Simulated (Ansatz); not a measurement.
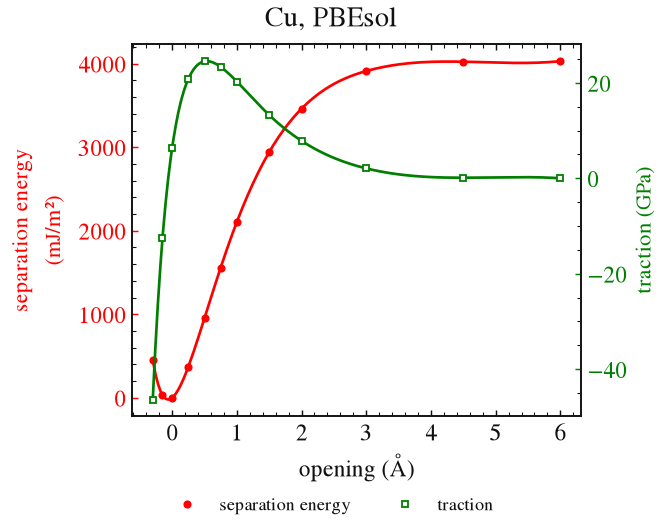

The figure shows the separation energy and traction against opening for Cu, space group Fm-3m (No. 225).

Structure:
```xyz
8
Lattice="3.6150 0.0000 0.0000 0.0000 1.8075 -1.8075 0.0000 7.2300 7.2300" Properties=species:S:1:pos:R:3 pbc="T T T"
Cu    0.0000    6.7781    6.7781
Cu    1.8075    1.3556   -0.4519
Cu    0.0000    1.3556    1.3556
Cu    1.8075    3.1631    1.3556
Cu    0.0000    3.1631    3.1631
Cu    1.8075    4.9706    3.1631
Cu    0.0000    4.9706    4.9706
Cu    1.8075    6.7781    4.9706
```

Calculation (Ansatz 0.2.0): rigid opening of a crystal across a plane by lengthening cell vector c along the normal, one cut a cell, unrelaxed, by plane-wave density functional theory with PAW datasets, free energies less that of the undisturbed cell; scalar-relativistic. Level: PBEsol, no spin polarisation.

- wave cutoff: 420 eV
- k mesh: 13×18×5
- occupations: Gaussian
- smearing width: 0.15 eV
- k shift: (0, 0, 0) (mesh steps)
- start: as given
- height of the cut: 0 (fraction of cell vector c)

What work of separation does the curve reach?

The energy levels off at about 4030 mJ/m², the work of separating the two rigid halves, or 2020 mJ/m² for each new face on average.

Is the starting structure at a minimum along this coordinate?

Yes: the energy rises on both sides of the starting structure, which is therefore a minimum along this path.

Note: reference crystal is not relaxed.
